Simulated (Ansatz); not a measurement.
# Residual resistivity of an alloy: Re(0001) with 2 layers of random Re-Zn, 2x2, part 2 of 2

Aim: the residual resistivity of a random alloy, from Re(0001) with 2 layers of random Re-Zn, 2x2 and longer regions.

Ansatz 0.2.0; Ansatz plane-wave DFT, PBE, PAW files; ballistic transport by layer matching (Landauer), zero bias; PAW set soft_1.

So far. Step 2 (With 2 alloy layers): Over the solved energies the transmission per spin lies between 2.69 and 2.87, out of 5.26 channels of the lead on average (up to 5.38).

## 3. With 6 alloy layers

System of this step: Re(0001) with 6 layers of random Re-Zn, 2x2. The cell holds 64 atoms: 58 Re and 6 Zn. Its edges and angles: a = 5.522 Å, b = 5.522 Å, c = 35.666 Å, α = 90.0°, β = 90.0°, γ = 120.0°. It derives from Re. Regions: lead, 40 atoms (40 Re); scattering region, 24 atoms (18 Re and 6 Zn). The structure is stacked along c, and the current runs across the ab planes.

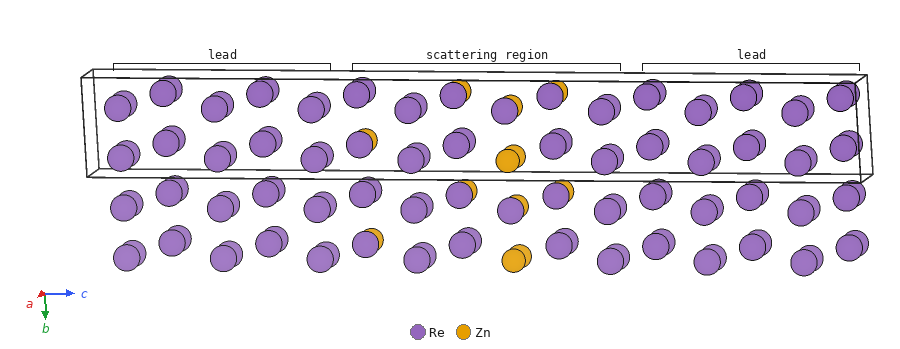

The cell of this step (rhenium purple, zinc orange). 1×2×1 cells are drawn.

The input, input.yaml:

```yaml
crystal:
  lattice:
    - [5.5216, 0.0, 0.0]
    - [-2.7608, 4.7818458695, 0.0]
    - [0.0, 0.0, 35.6656]
  atoms:
    - { symbol: Re, position: [0.1666666667, 0.3333333333, 0.03125] }
    - { symbol: Re, position: [0.1666666667, 0.8333333333, 0.03125] }
    - { symbol: Re, position: [0.6666666667, 0.3333333333, 0.03125] }
    - { symbol: Re, position: [0.6666666667, 0.8333333333, 0.03125] }
    - { symbol: Re, position: [0.3333333333, 0.1666666667, 0.09375] }
    - { symbol: Re, position: [0.3333333333, 0.6666666667, 0.09375] }
    - { symbol: Re, position: [0.8333333333, 0.1666666667, 0.09375] }
    - { symbol: Re, position: [0.8333333333, 0.6666666667, 0.09375] }
    - { symbol: Re, position: [0.1666666667, 0.3333333333, 0.15625] }
    - { symbol: Re, position: [0.1666666667, 0.8333333333, 0.15625] }
    - { symbol: Re, position: [0.6666666667, 0.3333333333, 0.15625] }
    - { symbol: Re, position: [0.6666666667, 0.8333333333, 0.15625] }
    - { symbol: Re, position: [0.3333333333, 0.1666666667, 0.21875] }
    - { symbol: Re, position: [0.3333333333, 0.6666666667, 0.21875] }
    - { symbol: Re, position: [0.8333333333, 0.1666666667, 0.21875] }
    - { symbol: Re, position: [0.8333333333, 0.6666666667, 0.21875] }
    - { symbol: Re, position: [0.1666666667, 0.3333333333, 0.28125] }
    - { symbol: Re, position: [0.1666666667, 0.8333333333, 0.28125] }
    - { symbol: Re, position: [0.6666666667, 0.3333333333, 0.28125] }
    - { symbol: Re, position: [0.6666666667, 0.8333333333, 0.28125] }
    - { symbol: Re, position: [0.3333333333, 0.1666666667, 0.34375] }
    - { symbol: Zn, position: [0.3333333333, 0.6666666667, 0.34375] }
    - { symbol: Re, position: [0.8333333333, 0.1666666667, 0.34375] }
    - { symbol: Re, position: [0.8333333333, 0.6666666667, 0.34375] }
    - { symbol: Re, position: [0.1666666667, 0.3333333333, 0.40625] }
    - { symbol: Re, position: [0.1666666667, 0.8333333333, 0.40625] }
    - { symbol: Re, position: [0.6666666667, 0.3333333333, 0.40625] }
    - { symbol: Re, position: [0.6666666667, 0.8333333333, 0.40625] }
    - { symbol: Zn, position: [0.3333333333, 0.1666666667, 0.46875] }
    - { symbol: Re, position: [0.3333333333, 0.6666666667, 0.46875] }
    - { symbol: Re, position: [0.8333333333, 0.1666666667, 0.46875] }
    - { symbol: Re, position: [0.8333333333, 0.6666666667, 0.46875] }
    - { symbol: Zn, position: [0.1666666667, 0.3333333333, 0.53125] }
    - { symbol: Zn, position: [0.1666666667, 0.8333333333, 0.53125] }
    - { symbol: Re, position: [0.6666666667, 0.3333333333, 0.53125] }
    - { symbol: Zn, position: [0.6666666667, 0.8333333333, 0.53125] }
    - { symbol: Zn, position: [0.3333333333, 0.1666666667, 0.59375] }
    - { symbol: Re, position: [0.3333333333, 0.6666666667, 0.59375] }
    - { symbol: Re, position: [0.8333333333, 0.1666666667, 0.59375] }
    - { symbol: Re, position: [0.8333333333, 0.6666666667, 0.59375] }
    - { symbol: Re, position: [0.1666666667, 0.3333333333, 0.65625] }
    - { symbol: Re, position: [0.1666666667, 0.8333333333, 0.65625] }
    - { symbol: Re, position: [0.6666666667, 0.3333333333, 0.65625] }
    - { symbol: Re, position: [0.6666666667, 0.8333333333, 0.65625] }
    - { symbol: Re, position: [0.3333333333, 0.1666666667, 0.71875] }
    - { symbol: Re, position: [0.3333333333, 0.6666666667, 0.71875] }
    - { symbol: Re, position: [0.8333333333, 0.1666666667, 0.71875] }
    - { symbol: Re, position: [0.8333333333, 0.6666666667, 0.71875] }
    - { symbol: Re, position: [0.1666666667, 0.3333333333, 0.78125] }
    - { symbol: Re, position: [0.1666666667, 0.8333333333, 0.78125] }
    - { symbol: Re, position: [0.6666666667, 0.3333333333, 0.78125] }
    - { symbol: Re, position: [0.6666666667, 0.8333333333, 0.78125] }
    - { symbol: Re, position: [0.3333333333, 0.1666666667, 0.84375] }
    - { symbol: Re, position: [0.3333333333, 0.6666666667, 0.84375] }
    - { symbol: Re, position: [0.8333333333, 0.1666666667, 0.84375] }
    - { symbol: Re, position: [0.8333333333, 0.6666666667, 0.84375] }
    - { symbol: Re, position: [0.1666666667, 0.3333333333, 0.90625] }
    - { symbol: Re, position: [0.1666666667, 0.8333333333, 0.90625] }
    - { symbol: Re, position: [0.6666666667, 0.3333333333, 0.90625] }
    - { symbol: Re, position: [0.6666666667, 0.8333333333, 0.90625] }
    - { symbol: Re, position: [0.3333333333, 0.1666666667, 0.96875] }
    - { symbol: Re, position: [0.3333333333, 0.6666666667, 0.96875] }
    - { symbol: Re, position: [0.8333333333, 0.1666666667, 0.96875] }
    - { symbol: Re, position: [0.8333333333, 0.6666666667, 0.96875] }
kpoints:
  mp_grid: { grid: [5, 5, 1] }
hamiltonian:
  xc: pbe
  pseudopotentials: { kind: paw, azcp: { folder: soft_1 } }
scf:
  occupations: { method: fermi_dirac, width: 0.1 }
output:
  transmission:
    leads: [[0, 8]]
    kmesh: [10, 10]
    e_range: [-0.05, 0.05]
    de: 0.05
  write_potential: true
  write_density: true
  volumetric_format: npy
```

Launch:

```sh
$ ansatz run input.yaml --threads 4 --pin off --max-ram 15360MiB --backend cpu --events-out ev --progress --plain --runs-dir out
```

Numbers of over 12 decimals in the logs are rounded to 6 here.

Log:

```text
[...]
Crystal: 64 atoms, lattice volume = 941.695 Å³
Basis set: ecut = 420 eV, 18377 PW (Γ)
Bands: 566, of which v1, the nominal top of the filled ones, is band 471 counted from 1 (470 counted from 0)
Symmetry: 2 space group operations
[...]
k-points: 9 of 25 (time reversal used)
[...]
SCF iter   1: F=—  HF=-650345.300078 eV  |F-HF|=—  |Δ(HF+E_count)|=         —  Δρ=6.59e-2  dr2=9.13e2  ethr=3.10e-3  ⟨swp⟩=6.0  Hψ=17186  notcnv=0  defer=40
[...]
SCF iter  13: F=-650329.871515 eV  HF=-650329.871515 eV  |F-HF|=7.59e-8  |Δ(HF+E_count)|=   1.22e-8  Δρ=2.31e-6  dr2=5.96e-8  ethr=1.06e-11  ⟨swp⟩=10.9  Hψ=15598  notcnv=0
SCF 1 converged in 13 iterations: F = -650329.871515 eV  dr2 = 5.96e-8
[...]
transmission: 203 of 2015 steps passed
transmission: 404 of 2015 steps passed
[...]
transmission: 2015 of 2015 steps passed
SCF converged after 13 iterations
Free energy (F): -650329.871515 eV
[...]
Internal energy: -650328.183682 eV  (E = F + TS)
E sigma→0 (E₀):  -650329.027598 eV
Entropy (-TS):   -1.687833 eV (-26.372 meV/atom)
Fermi energy:    22.891804 eV
[...]
--- Band table (eV; the first three rows and the last of 9) ---
  k-point 0: bands = [... 467 lower, 23.3647, 23.3678, 23.4019, 23.4667, 23.4695, 23.5210, 23.5625, 23.5796, ... 91 higher]
  k-point 1: bands = [... 467 lower, 22.9483, 22.9816, 23.0161, 23.0421, 23.0607, 23.0808, 23.1281, 23.1777, ... 91 higher]
  k-point 2: bands = [... 467 lower, 22.5434, 22.6026, 22.6421, 22.6716, 22.7053, 22.7685, 22.8522, 22.8711, ... 91 higher]
  k-point 8: bands = [... 467 lower, 22.6644, 22.6874, 22.7036, 22.7377, 22.8255, 22.8461, 22.8868, 22.9532, ... 91 higher]
--- Transmission ---
  basis      : 235 plane waves across, 65 finite elements along
  points     : 31, standing for a mesh of 10 x 10
[...]
channels       : 5.380000e0 a spin
[...]
junction   : crystal 0 to crystal 0, -0.70 to 30.51 Å
    transmission   : 1.504885e0 a spin
[...]
```

Run time: 15 min. Hardware: 4 threads of Arm Neoverse V1, shared host; peak memory 9.2 GiB.

This step gave:

```
free energy                                   : -650329.8715 eV
energy at zero smearing                       : -650329.0276 eV
Fermi energy                                  : 22.89 eV
transmission per spin nearest the Fermi level : 1.505
step of the lead's potential                  : 7.1 meV
```

Per spin. Table of transmission, zone mean by energy, zero at the Fermi level:

```tsv
energy (eV)	transmission, zone mean
-0.0500	1.59
0.0000	1.50
0.0500	1.39
```

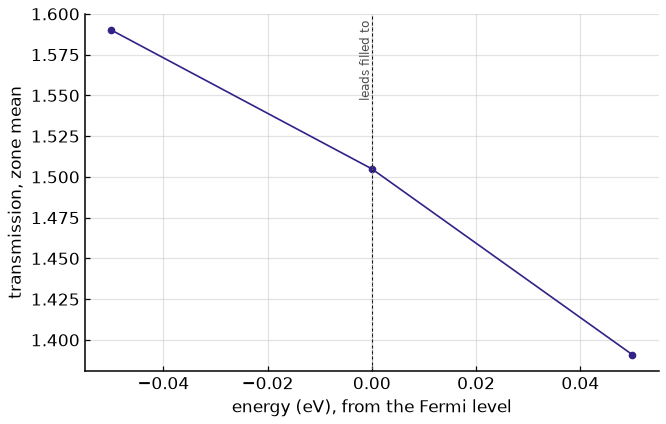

Transmission, zone mean, plotted against energy.

Over the solved energies the transmission per spin lies between 1.39 and 1.59, out of 5.26 channels of the lead on average (up to 5.38).

## 4. With 10 alloy layers

System of this step: Re(0001) with 10 layers of random Re-Zn, 2x2. The cell holds 80 atoms: 70 Re and 10 Zn. Its edges and angles: a = 5.522 Å, b = 5.522 Å, c = 44.582 Å, α = 90.0°, β = 90.0°, γ = 120.0°. It derives from Re. Regions: lead, 40 atoms (40 Re); scattering region, 40 atoms (30 Re and 10 Zn). The structure is stacked along c, and the current runs across the ab planes.

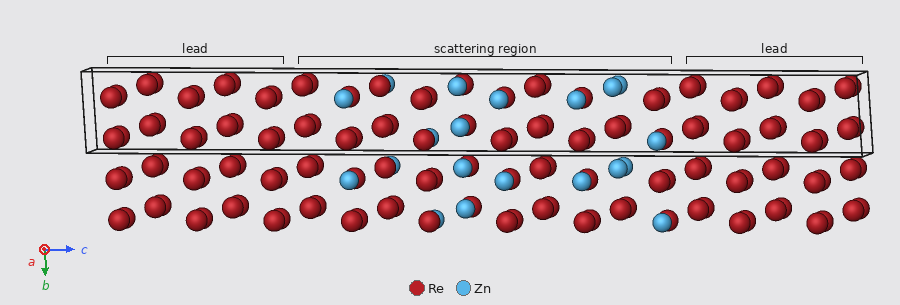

The cell of this step (rhenium red, zinc blue). 1×2×1 cells are drawn.

The input, input.yaml:

```yaml
crystal:
  lattice:
    - [5.5216, 0.0, 0.0]
    - [-2.7608, 4.7818458695, 0.0]
    - [0.0, 0.0, 44.582]
  atoms:
    - { symbol: Re, position: [0.1666666667, 0.3333333333, 0.025] }
    - { symbol: Re, position: [0.1666666667, 0.8333333333, 0.025] }
    - { symbol: Re, position: [0.6666666667, 0.3333333333, 0.025] }
    - { symbol: Re, position: [0.6666666667, 0.8333333333, 0.025] }
    - { symbol: Re, position: [0.3333333333, 0.1666666667, 0.075] }
    - { symbol: Re, position: [0.3333333333, 0.6666666667, 0.075] }
    - { symbol: Re, position: [0.8333333333, 0.1666666667, 0.075] }
    - { symbol: Re, position: [0.8333333333, 0.6666666667, 0.075] }
    - { symbol: Re, position: [0.1666666667, 0.3333333333, 0.125] }
    - { symbol: Re, position: [0.1666666667, 0.8333333333, 0.125] }
    - { symbol: Re, position: [0.6666666667, 0.3333333333, 0.125] }
    - { symbol: Re, position: [0.6666666667, 0.8333333333, 0.125] }
    - { symbol: Re, position: [0.3333333333, 0.1666666667, 0.175] }
    - { symbol: Re, position: [0.3333333333, 0.6666666667, 0.175] }
    - { symbol: Re, position: [0.8333333333, 0.1666666667, 0.175] }
    - { symbol: Re, position: [0.8333333333, 0.6666666667, 0.175] }
    - { symbol: Re, position: [0.1666666667, 0.3333333333, 0.225] }
    - { symbol: Re, position: [0.1666666667, 0.8333333333, 0.225] }
    - { symbol: Re, position: [0.6666666667, 0.3333333333, 0.225] }
    - { symbol: Re, position: [0.6666666667, 0.8333333333, 0.225] }
    - { symbol: Re, position: [0.3333333333, 0.1666666667, 0.275] }
    - { symbol: Re, position: [0.3333333333, 0.6666666667, 0.275] }
    - { symbol: Re, position: [0.8333333333, 0.1666666667, 0.275] }
    - { symbol: Re, position: [0.8333333333, 0.6666666667, 0.275] }
    - { symbol: Re, position: [0.1666666667, 0.3333333333, 0.325] }
    - { symbol: Re, position: [0.1666666667, 0.8333333333, 0.325] }
    - { symbol: Zn, position: [0.6666666667, 0.3333333333, 0.325] }
    - { symbol: Re, position: [0.6666666667, 0.8333333333, 0.325] }
    - { symbol: Zn, position: [0.3333333333, 0.1666666667, 0.375] }
    - { symbol: Re, position: [0.3333333333, 0.6666666667, 0.375] }
    - { symbol: Re, position: [0.8333333333, 0.1666666667, 0.375] }
    - { symbol: Re, position: [0.8333333333, 0.6666666667, 0.375] }
    - { symbol: Re, position: [0.1666666667, 0.3333333333, 0.425] }
    - { symbol: Zn, position: [0.1666666667, 0.8333333333, 0.425] }
    - { symbol: Re, position: [0.6666666667, 0.3333333333, 0.425] }
    - { symbol: Re, position: [0.6666666667, 0.8333333333, 0.425] }
    - { symbol: Re, position: [0.3333333333, 0.1666666667, 0.475] }
    - { symbol: Re, position: [0.3333333333, 0.6666666667, 0.475] }
    - { symbol: Zn, position: [0.8333333333, 0.1666666667, 0.475] }
    - { symbol: Zn, position: [0.8333333333, 0.6666666667, 0.475] }
    - { symbol: Re, position: [0.1666666667, 0.3333333333, 0.525] }
    - { symbol: Re, position: [0.1666666667, 0.8333333333, 0.525] }
    - { symbol: Zn, position: [0.6666666667, 0.3333333333, 0.525] }
    - { symbol: Re, position: [0.6666666667, 0.8333333333, 0.525] }
    - { symbol: Re, position: [0.3333333333, 0.1666666667, 0.575] }
    - { symbol: Re, position: [0.3333333333, 0.6666666667, 0.575] }
    - { symbol: Re, position: [0.8333333333, 0.1666666667, 0.575] }
    - { symbol: Re, position: [0.8333333333, 0.6666666667, 0.575] }
    - { symbol: Re, position: [0.1666666667, 0.3333333333, 0.625] }
    - { symbol: Re, position: [0.1666666667, 0.8333333333, 0.625] }
    - { symbol: Zn, position: [0.6666666667, 0.3333333333, 0.625] }
    - { symbol: Re, position: [0.6666666667, 0.8333333333, 0.625] }
    - { symbol: Zn, position: [0.3333333333, 0.1666666667, 0.675] }
    - { symbol: Re, position: [0.3333333333, 0.6666666667, 0.675] }
    - { symbol: Zn, position: [0.8333333333, 0.1666666667, 0.675] }
    - { symbol: Re, position: [0.8333333333, 0.6666666667, 0.675] }
    - { symbol: Re, position: [0.1666666667, 0.3333333333, 0.725] }
    - { symbol: Re, position: [0.1666666667, 0.8333333333, 0.725] }
    - { symbol: Re, position: [0.6666666667, 0.3333333333, 0.725] }
    - { symbol: Zn, position: [0.6666666667, 0.8333333333, 0.725] }
    - { symbol: Re, position: [0.3333333333, 0.1666666667, 0.775] }
    - { symbol: Re, position: [0.3333333333, 0.6666666667, 0.775] }
    - { symbol: Re, position: [0.8333333333, 0.1666666667, 0.775] }
    - { symbol: Re, position: [0.8333333333, 0.6666666667, 0.775] }
    - { symbol: Re, position: [0.1666666667, 0.3333333333, 0.825] }
    - { symbol: Re, position: [0.1666666667, 0.8333333333, 0.825] }
    - { symbol: Re, position: [0.6666666667, 0.3333333333, 0.825] }
    - { symbol: Re, position: [0.6666666667, 0.8333333333, 0.825] }
    - { symbol: Re, position: [0.3333333333, 0.1666666667, 0.875] }
    - { symbol: Re, position: [0.3333333333, 0.6666666667, 0.875] }
    - { symbol: Re, position: [0.8333333333, 0.1666666667, 0.875] }
    - { symbol: Re, position: [0.8333333333, 0.6666666667, 0.875] }
    - { symbol: Re, position: [0.1666666667, 0.3333333333, 0.925] }
    - { symbol: Re, position: [0.1666666667, 0.8333333333, 0.925] }
    - { symbol: Re, position: [0.6666666667, 0.3333333333, 0.925] }
    - { symbol: Re, position: [0.6666666667, 0.8333333333, 0.925] }
    - { symbol: Re, position: [0.3333333333, 0.1666666667, 0.975] }
    - { symbol: Re, position: [0.3333333333, 0.6666666667, 0.975] }
    - { symbol: Re, position: [0.8333333333, 0.1666666667, 0.975] }
    - { symbol: Re, position: [0.8333333333, 0.6666666667, 0.975] }
kpoints:
  mp_grid: { grid: [5, 5, 1] }
hamiltonian:
  xc: pbe
  pseudopotentials: { kind: paw, azcp: { folder: soft_1 } }
scf:
  occupations: { method: fermi_dirac, width: 0.1 }
output:
  transmission:
    leads: [[0, 8]]
    kmesh: [10, 10]
    e_range: [-0.05, 0.05]
    de: 0.05
  write_potential: true
  write_density: true
  volumetric_format: npy
```

Log:

```text
[...]
Crystal: 80 atoms, lattice volume = 1177.118 Å³
Basis set: ecut = 420 eV, 23015 PW (Γ)
Bands: 702, of which v1, the nominal top of the filled ones, is band 585 counted from 1 (584 counted from 0)
Symmetry: 1 space group operations
[...]
k-points: 13 of 25 (time reversal used)
[...]
SCF iter   1: F=—  HF=-794053.827202 eV  |F-HF|=—  |Δ(HF+E_count)|=         —  Δρ=6.72e-2  dr2=2.09e3  ethr=3.10e-3  ⟨swp⟩=5.3  Hψ=31162  notcnv=0  defer=103
[...]
SCF iter  13: F=-794033.780282 eV  HF=-794033.780282 eV  |F-HF|=5.55e-8  |Δ(HF+E_count)|=   1.25e-8  Δρ=9.78e-7  dr2=5.64e-8  ethr=8.55e-12  ⟨swp⟩=10.6  Hψ=21739  notcnv=0
SCF 1 converged in 13 iterations: F = -794033.780282 eV  dr2 = 5.64e-8
[...]
transmission: 417 of 4160 steps passed
transmission: 832 of 4160 steps passed
[...]
transmission: 4160 of 4160 steps passed
SCF converged after 13 iterations
Free energy (F): -794033.780282 eV
[...]
Internal energy: -794031.677934 eV  (E = F + TS)
E sigma→0 (E₀):  -794032.729108 eV
Entropy (-TS):   -2.102348 eV (-26.279 meV/atom)
Fermi energy:    22.502523 eV
[...]
--- Band table (eV; the first three rows and the last of 13) ---
  k-point 0: bands = [... 581 lower, 22.9357, 22.9806, 22.9875, 23.0280, 23.0761, 23.0859, 23.1185, 23.1498, ... 113 higher]
  k-point 1: bands = [... 581 lower, 22.5900, 22.6241, 22.6467, 22.6653, 22.7130, 22.7405, 22.7706, 22.8160, ... 113 higher]
  k-point 2: bands = [... 581 lower, 22.2194, 22.2521, 22.2881, 22.3192, 22.3593, 22.3996, 22.4354, 22.4730, ... 113 higher]
  k-point 12: bands = [... 581 lower, 22.2575, 22.2897, 22.3341, 22.3691, 22.3854, 22.4108, 22.4751, 22.5029, ... 113 higher]
--- Transmission ---
  basis      : 235 plane waves across, 80 finite elements along
  points     : 52, standing for a mesh of 10 x 10
[...]
channels       : 5.380000e0 a spin
[...]
junction   : crystal 0 to crystal 0, 1.53 to 41.65 Å
    transmission   : 1.073204e0 a spin
[...]
```

It took 37 min on 4 threads; peak memory 8.5 GiB.

Numbers from this step:

| Property | Result |
| --- | --- |
| free energy | -794033.7803 eV |
| energy at zero smearing | -794032.7291 eV |
| Fermi energy | 22.50 eV |
| transmission per spin nearest the Fermi level | 1.073 |
| step of the lead's potential | 6.4 meV |

Per spin. Table of transmission, zone mean by energy, zero at the Fermi level:

```tsv
energy (eV)	transmission, zone mean
-0.0500	1.09
0.0000	1.07
0.0500	1.06
```

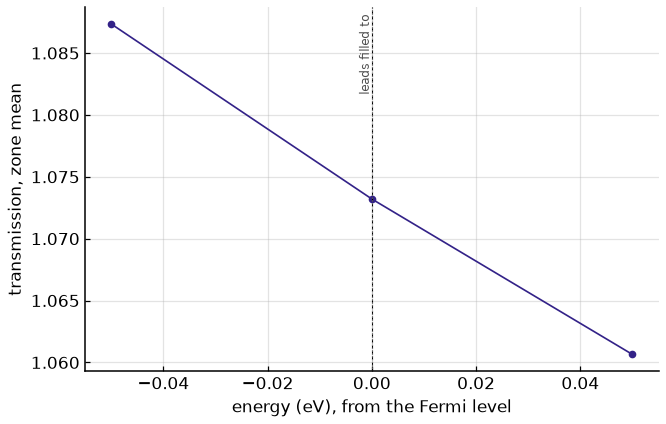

Transmission, zone mean, plotted against energy.

Over the solved energies the transmission per spin lies between 1.06 and 1.09, out of 5.26 channels of the lead on average (up to 5.38).

## 5. The fit

This step: Ansatz plane-wave DFT, PBE, PAW files; ballistic transport by layer matching (Landauer), zero bias; residual resistivity from the slope of the area resistance, atoms on the host's lattice; PAW set soft_1 (Ansatz 0.2.0).

This step gave:

| Property | Result |
| --- | --- |
| resistivity | 110.0 µΩ cm |
| intercept | 0.1032 fΩ m² |
| scatter about the fit | 0.04044 fΩ m² |

Resistance, by row:

```tsv
run	length (Å)	T	channels N	RA (fΩ m²)
n2	4.458	2.81	5.26	0.5648
n6	13.37	1.495	5.26	1.631
n10	22.29	1.074	5.26	2.526
```

The area resistance by length of the alloy:

```tsv
length of the alloy (Å)	area resistance (fΩ m²)
4.46	0.565
13.37	1.63
22.29	2.53
```

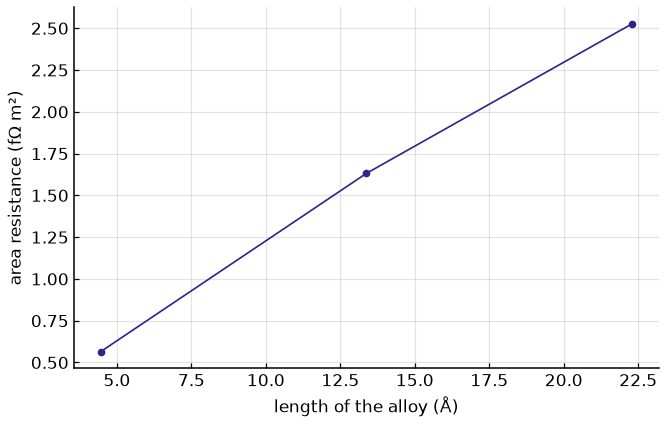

Area resistance, plotted against length of the alloy.

The area resistance goes from 0.56 to 2.5 fΩ m² between 4.5 and 22.3 Å, a slope of 110 µΩ cm.

By hand from the end points: (2.526 − 0.5648) fΩ m² / (22.29 − 4.46) Å = 110 µΩ cm, since 1 fΩ m² per Å is 1000 µΩ cm.

## 6. Outcome

```yaml
resistivity_from_the_slope: 110 µΩ cm
area_resistance_over_4p46_a: 0.565 fΩ m²
area_resistance_over_13p4_a: 1.63 fΩ m²
area_resistance_over_22p3_a: 2.53 fΩ m²
```

What this shows: The slope gives 110 µΩ cm. The points scatter by 0.040 fΩ m² about the line, with one random draw a length in a 2x2 cell, so the slope is a rough value. Read with a model of isotropic scattering on a spherical Fermi surface and the lead's 1.5×10¹⁵ S/m², this slope means a mean free path near 4.4 Å; over these lengths the model's slope is within 3 % of its bulk resistivity, though a free path of a few ångströms strains the picture. The draw over the shortest length came out nearly ordered, with 8 symmetry operations, so that point is a poor sample of a random alloy. The atoms sit on the host's lattice, so scattering by size misfit is left out. Spin-orbit coupling is left out, which matters for Re.

[Logs are printed without paths, hosts, clocks, repeated set-up lines and the standing remarks that a program may print on its own settings, such as how far it seeks lower states.]

[Hosts, paths, dates, database ids (printed as entryN), source tags and the programs' standing remarks are cut or masked in the printed files.]
